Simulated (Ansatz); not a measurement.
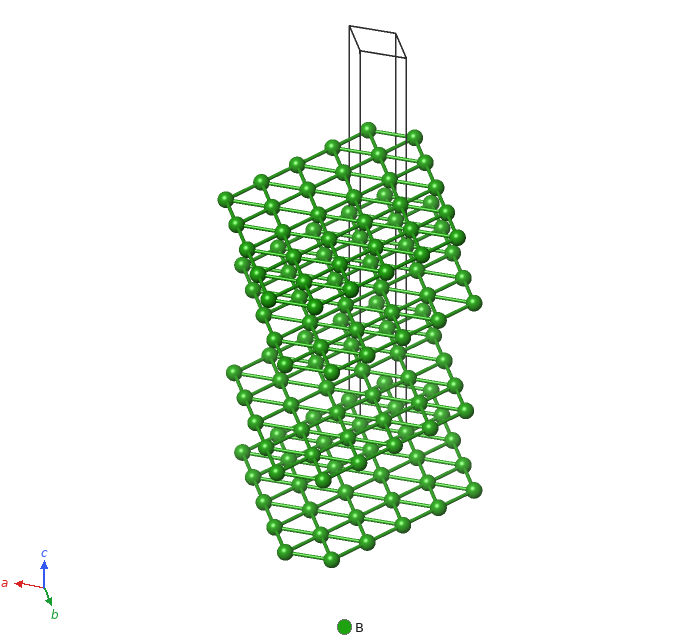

B (space group P6_3/mmc, No. 194): the geometry relaxed with DFT, r2SCAN, plane waves (500 eV) with PAW, scalar-relativistic in Ansatz 0.2.0; the starting structure was generated, so it need not be a known form of this composition.

Bonds are taken as B–B below 1.9 Å; no other contact counts. Atoms with one bond or none are removed and atoms with two bonds are replaced by edges, until no such atom is left.

What kind of net remains, and which atoms are its nodes?

A uninodal 6-connected, two-periodic (layers) net: B is a 6-connected node.

Which named net is it?

It is the hxl net, known from the triangular lattice.

How do the layers lie?

The layers lie parallel to (001).

Give the point symbol of each node (shortest cycle at each angle).

B: 3^6.4^6.5^3.

How many nodes does the smallest cycle have?

Three.
